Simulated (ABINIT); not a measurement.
AlN: geometry relaxation (part 1 of 2)

- system: AlN (Fm-3m, 2 atoms in the cell)
- method: Kohn-Sham DFT of a periodic cell, PBEsol, PseudoDojo NC SR PBEsol v0.4 stringent, no spin polarisation (ABINIT 10.8.3)

The structure derives from a Materials Project entry.

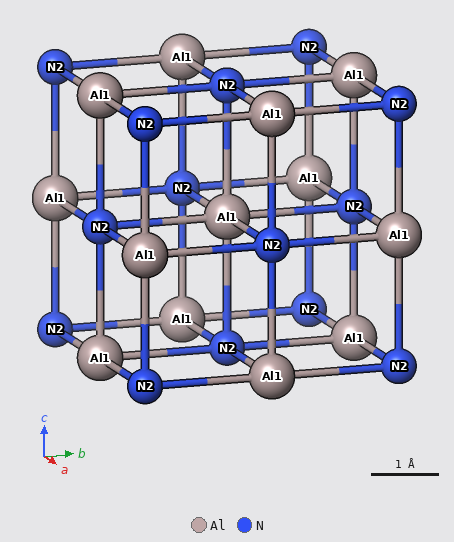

Fig. 1: The input geometry (ball-and-stick view of the cell 4 times as large as that of the calculation, set on its symmetry axes, seen slightly off an axis; atoms are numbered from 1 in the order of the input). Near neighbours in the crystal (not all of them lie inside the picture): Al has 6 N at 2.03 Å; N has 6 Al at 2.03 Å.

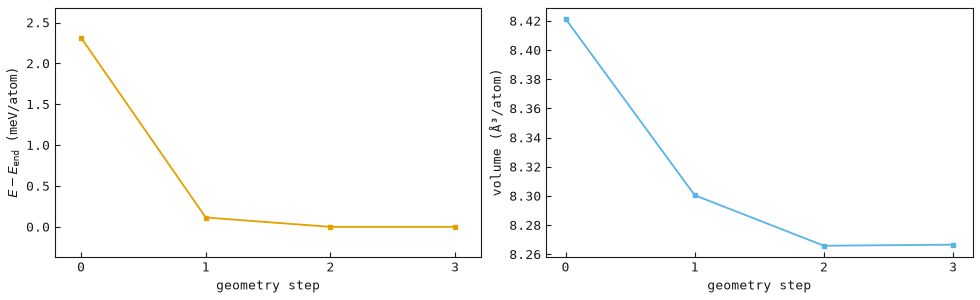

Fig. 2: Progress of the relaxation, step by step (steps are counted from 0).

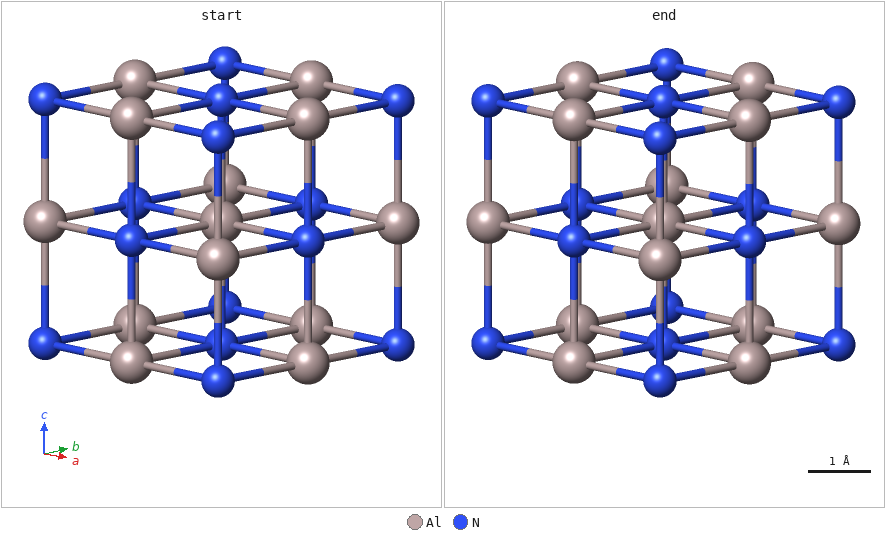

Fig. 3: Before (left) and after (right) the relaxation, at one scale (ball-and-stick view of the cell 4 times as large as that of the calculation, set on its symmetry axes, seen at an oblique angle). The atoms keep their places relative to the cell (all moves are under 0.005 Å). Cell: a = b = c 4.069 → 4.044 Å (−0.6 %). Volume −1.8 %. Among the contacts that change: Al1–N2 2.035 → 2.022 Å. The space group stays Fm-3m (No. 225). The energy falls by 2.3 meV per atom in 3 geometry steps. All forces vanish by symmetry, so only the cell relaxes. (Atoms are counted from 1 in the order of the input.)

The input that produced these results follows, with the program's output.

### Input
```
# Pseudopotentials
pp_dirpath "./"
pseudos "Al.upf, N.upf"

# Structure
acell 2.8772429485 2.8772429485 2.8772429485 Angstrom
rprim
     0.0000000000     0.7071067812     0.7071067812
     0.7071067812     0.0000000000     0.7071067812
     0.7071067812     0.7071067812     0.0000000000
ntypat 2
znucl 13 7
natom 2
typat 1 2
chkprim 0
chksymtnons 0
tolsym 1.0e-6
xred
            1/2            1/2            1/2
            0.0            0.0            0.0

# Plane-wave basis
ecut 42.0
ecutsm 0.5

# k points
kptopt 1
ngkpt 8 8 8
nshiftk 1
shiftk 0.0 0.0 0.0

# Exchange and correlation
ixc -116133

# Bands and occupations
nband 8
occopt 3
tsmear 0.05 eV

# SCF cycle
nstep 80
tolvrs 1.0e-12

# Output
iomode 3
prteig 0
prtebands 0
prtwf 0
prtden 0

# Relaxation
ionmov 2
optcell 2
ntime 50
tolmxf 2.0e-5
dilatmx 1.08
```

Command:
```bash
abinit run.abi > log 2>&1
```

### Output
```
.Version 10.8.3 of ABINIT
 Symmetries : space group Fm -3 m (#225); Bravais cF (face-center cubic)
================================================================================
 Values of the parameters that define the memory need of the present run
     intxc =       0    ionmov =       2      iscf =       7    lmnmax =       6
     lnmax =       6     mgfft =      36  mpssoang =       3    mqgrid =    3001
     natom =       2  nloc_mem =       1    nspden =       1   nspinor =       1
    nsppol =       1      nsym =      48    n1xccc =    2501    ntypat =       2
    occopt =       3   xclevel =       2
       mpw =        1880          nfft =       46656          nkpt =          29
================================================================================
================================================================================

--------------------------------------------------------------------------------
------------- Echo of variables that govern the present computation ------------
--------------------------------------------------------------------------------
 -outvars: echo values of preprocessed input variables --------
            acell      5.4372011704E+00  5.4372011704E+00  5.4372011704E+00 Bohr
              amu      2.69815390E+01  1.40067400E+01
          chkprim           0
      chksymtnons           0
          dilatmx      1.08000000E+00
             ecut      4.20000000E+01 Hartree
           ecutsm      5.00000000E-01 Hartree
           ionmov           2
              ixc     -116133
         kptrlatt        8    0    0      0    8    0      0    0    8
          kptrlen      4.34976094E+01
            natom           2
            nband           8
            ngfft          36      36      36
             nkpt          29
            nstep          80
             nsym          48
            ntime          50
           ntypat           2
           occopt           3
          optcell           2
           prtden           0
        prtebands           0
           prteig           0
            prtwf           0
            rprim      0.0000000000E+00  7.0710678120E-01  7.0710678120E-01
                       7.0710678120E-01  0.0000000000E+00  7.0710678120E-01
                       7.0710678120E-01  7.0710678120E-01  0.0000000000E+00
          spgroup         225
           tolmxf      2.00000000E-05
           tolsym      1.00000000E-06
           tolvrs      1.00000000E-12
           tsmear      1.83746611E-03 Hartree
            typat      1  2
           xangst      2.0345180000E+00  2.0345180000E+00  2.0345180000E+00
                       0.0000000000E+00  0.0000000000E+00  0.0000000000E+00
            xcart      3.8446818183E+00  3.8446818183E+00  3.8446818183E+00
                       0.0000000000E+00  0.0000000000E+00  0.0000000000E+00
             xred      5.0000000000E-01  5.0000000000E-01  5.0000000000E-01
                       0.0000000000E+00  0.0000000000E+00  0.0000000000E+00
            znucl       13.00000    7.00000

================================================================================

 chkinp: Checking input parameters for consistency.

================================================================================
== DATASET  1 ==================================================================

--- !DatasetInfo
iteration_state: {dtset: 1, }
dimensions: {natom: 2, nkpt: 29, mband: 8, nsppol: 1, nspinor: 1, nspden: 1, mpw: 1880, }
cutoff_energies: {ecut:  42.0, pawecutdg:  -1.0, }
electrons: {nelect:   8.00000000E+00, charge:   0.00000000E+00, occopt:   3.00000000E+00, tsmear:   1.83746611E-03, }
meta: {optdriver: 0, ionmov: 2, optcell: 2, iscf: 7, paral_kgb: 0, }
...

 Real(R)+Recip(G) space primitive vectors, cartesian coordinates (Bohr,Bohr^-1):
 R(1)=  0.0000000  3.8446818  3.8446818  G(1)= -0.1300498  0.1300498  0.1300498
 R(2)=  3.8446818  0.0000000  3.8446818  G(2)=  0.1300498 -0.1300498  0.1300498
 R(3)=  3.8446818  3.8446818  0.0000000  G(3)=  0.1300498  0.1300498 -0.1300498
 Unit cell volume ucvol=  1.1366093E+02 bohr^3
 Angles (23,13,12)=  6.00000000E+01  6.00000000E+01  6.00000000E+01 degrees

 getcut: wavevector=  0.0000  0.0000  0.0000  ngfft=  36  36  36
         ecut(hartree)=     48.989   => boxcut(ratio)=   2.10142

--- Pseudopotential description ------------------------------------------------
- pspini: atom type   1  psp file is ./Al.upf
  13.00000   3.00000  180301                  znucl, zion, pspdat
12 -116133 2 -1 1876                          pspcod,pspxc,lmax,lloc,mmax
     nproj     2     2     2

- pspini: atom type   2  psp file is ./N.upf
   7.00000   5.00000  180301                  znucl, zion, pspdat
12 -116133 1 -1 1058                          pspcod,pspxc,lmax,lloc,mmax
     nproj     2     2     0

   4.76014214E+01                                ecore*ucvol(ha*bohr**3)
--------------------------------------------------------------------------------

================================================================================

=== [ionmov= 2] Broyden-Fletcher-Goldfarb-Shanno method (forces)
================================================================================

--- Iteration: ( 1/50) Internal Cycle: (1/1)
--------------------------------------------------------------------------------

---SELF-CONSISTENT-FIELD CONVERGENCE--------------------------------------------

--- !BeginCycle
iteration_state: {dtset: 1, itime: 1, icycle: 1, }
solver: {iscf: 7, nstep: 80, nline: 4, wfoptalg: 0, }
tolerances: {tolvrs: 1.00E-12, }
...

     iter   Etot(hartree)      deltaE(h)  residm     vres2
 ETOT  1  -12.656462978766    -1.266E+01 1.018E-01 5.665E+02
 ETOT  2  -12.690668957679    -3.421E-02 1.193E-02 3.720E+02
 ETOT  3  -12.757733667287    -6.706E-02 7.195E-03 9.835E-01
 ETOT  4  -12.757931887268    -1.982E-04 1.112E-02 1.062E-02
 ETOT  5  -12.757933312652    -1.425E-06 5.758E-03 1.468E-04
 ETOT  6  -12.757933336894    -2.424E-08 9.439E-04 2.323E-06
 ETOT  7  -12.757933337362    -4.677E-10 1.211E-03 6.260E-08
 ETOT  8  -12.757933337374    -1.164E-11 1.096E-04 7.229E-12
 ETOT  9  -12.757933337374    -5.151E-14 2.451E-04 1.293E-13

 At SCF step    9       vres2   =  1.29E-13 < tolvrs=  1.00E-12 =>converged.

 Cartesian components of stress tensor (hartree/bohr^3)
  sigma(1 1)=  1.60319524E-04  sigma(3 2)=  0.00000000E+00
  sigma(2 2)=  1.60319524E-04  sigma(3 1)=  0.00000000E+00
  sigma(3 3)=  1.60319524E-04  sigma(2 1)=  0.00000000E+00

--- !ResultsGS
iteration_state: {dtset: 1, itime: 1, icycle: 1, }
comment   : Summary of ground state results
lattice_vectors:
- [  0.0000000,   3.8446818,   3.8446818, ]
- [  3.8446818,   0.0000000,   3.8446818, ]
- [  3.8446818,   3.8446818,   0.0000000, ]
lattice_lengths: [   5.43720,    5.43720,    5.43720, ]
lattice_angles: [ 60.000,  60.000,  60.000, ] # degrees, (23, 13, 12)
lattice_volume:   1.1366093E+02
convergence: {deltae: -5.151E-14, res2:  1.293E-13, residm:  2.451E-04, diffor: null, }
etotal    :  -1.27579333E+01
entropy   :   0.00000000E+00
fermie    :   4.22316940E-01
cartesian_stress_tensor: # hartree/bohr^3
- [  1.60319524E-04,   0.00000000E+00,   0.00000000E+00, ]
- [  0.00000000E+00,   1.60319524E-04,   0.00000000E+00, ]
- [  0.00000000E+00,   0.00000000E+00,   1.60319524E-04, ]
pressure_GPa:  -4.7168E+00
xred      :
- [  5.0000E-01,   5.0000E-01,   5.0000E-01, Al]
- [  0.0000E+00,   0.0000E+00,   0.0000E+00,  N]
cartesian_forces: # hartree/bohr
- [ -0.00000000E+00,  -0.00000000E+00,  -0.00000000E+00, ]
- [ -0.00000000E+00,  -0.00000000E+00,  -0.00000000E+00, ]
force_length_stats: {min:   0.00000000E+00, max:   0.00000000E+00, mean:   0.00000000E+00, }
...

 Integrated electronic density in atomic spheres:
 ------------------------------------------------
 Atom  Sphere_radius  Integrated_density
    1        2.00000          1.02051861
    2        2.00000          5.39704901

---OUTPUT-----------------------------------------------------------------------

 Cartesian coordinates (xcart) [bohr]
  3.84468181831324E+00  3.84468181831324E+00  3.84468181831324E+00
  0.00000000000000E+00  0.00000000000000E+00  0.00000000000000E+00
 Reduced coordinates (xred)
  5.00000000000000E-01  5.00000000000000E-01  5.00000000000000E-01
  0.00000000000000E+00  0.00000000000000E+00  0.00000000000000E+00
 Cartesian forces (fcart) [Ha/bohr]; max,rms= 0.00000E+00 0.00000E+00 (free atoms)
 -0.00000000000000E+00 -0.00000000000000E+00 -0.00000000000000E+00
 -0.00000000000000E+00 -0.00000000000000E+00 -0.00000000000000E+00
 Gradient of E wrt nuclear positions in reduced coordinates (gred)
  0.00000000000000E+00  0.00000000000000E+00  0.00000000000000E+00
  0.00000000000000E+00  0.00000000000000E+00  0.00000000000000E+00
 Scale of Primitive Cell (acell) [bohr]
  5.43720117036439E+00  5.43720117036439E+00  5.43720117036439E+00
 Real space primitive translations (rprimd) [bohr]
  0.00000000000000E+00  3.84468181831324E+00  3.84468181831324E+00
  3.84468181831324E+00  0.00000000000000E+00  3.84468181831324E+00
  3.84468181831324E+00  3.84468181831324E+00  0.00000000000000E+00
 Unitary Cell Volume (ucvol) [Bohr^3]=  1.13660930549463E+02
 Angles (23,13,12)= [degrees]
  6.00000000000000E+01  6.00000000000000E+01  6.00000000000000E+01
 Lengths [Bohr]
  5.43720117046783E+00  5.43720117046783E+00  5.43720117046783E+00
 Stress tensor in cartesian coordinates (strten) [Ha/bohr^3]
  1.60319524263537E-04  0.00000000000000E+00  0.00000000000000E+00
  0.00000000000000E+00  1.60319524263538E-04  0.00000000000000E+00
  0.00000000000000E+00  0.00000000000000E+00  1.60319524263538E-04
 Total energy (etotal) [Ha]= -1.27579333373739E+01

--- Iteration: ( 2/50) Internal Cycle: (1/1)
--------------------------------------------------------------------------------

---SELF-CONSISTENT-FIELD CONVERGENCE--------------------------------------------

--- !BeginCycle
iteration_state: {dtset: 1, itime: 2, icycle: 1, }
solver: {iscf: 7, nstep: 80, nline: 4, wfoptalg: 0, }
tolerances: {tolvrs: 1.00E-12, }
...

     iter   Etot(hartree)      deltaE(h)  residm     vres2
 ETOT  1  -12.757329183173    -1.276E+01 1.089E-04 4.853E+00
 ETOT  2  -12.757527310821    -1.981E-04 3.690E-05 3.139E+00
 ETOT  3  -12.758093839096    -5.665E-04 2.855E-05 7.984E-03
 ETOT  4  -12.758095023431    -1.184E-06 1.142E-05 2.111E-06
 ETOT  5  -12.758095023644    -2.125E-10 3.520E-06 7.113E-09
 ETOT  6  -12.758095023644    -5.791E-13 3.797E-06 1.166E-10
 ETOT  7  -12.758095023644     6.750E-14 1.168E-06 1.296E-12
 ETOT  8  -12.758095023645    -5.560E-13 1.273E-06 1.563E-15

 At SCF step    8       vres2   =  1.56E-15 < tolvrs=  1.00E-12 =>converged.

 Cartesian components of stress tensor (hartree/bohr^3)
  sigma(1 1)=  3.63743980E-05  sigma(3 2)=  0.00000000E+00
  sigma(2 2)=  3.63743980E-05  sigma(3 1)=  0.00000000E+00
  sigma(3 3)=  3.63743980E-05  sigma(2 1)=  0.00000000E+00
```
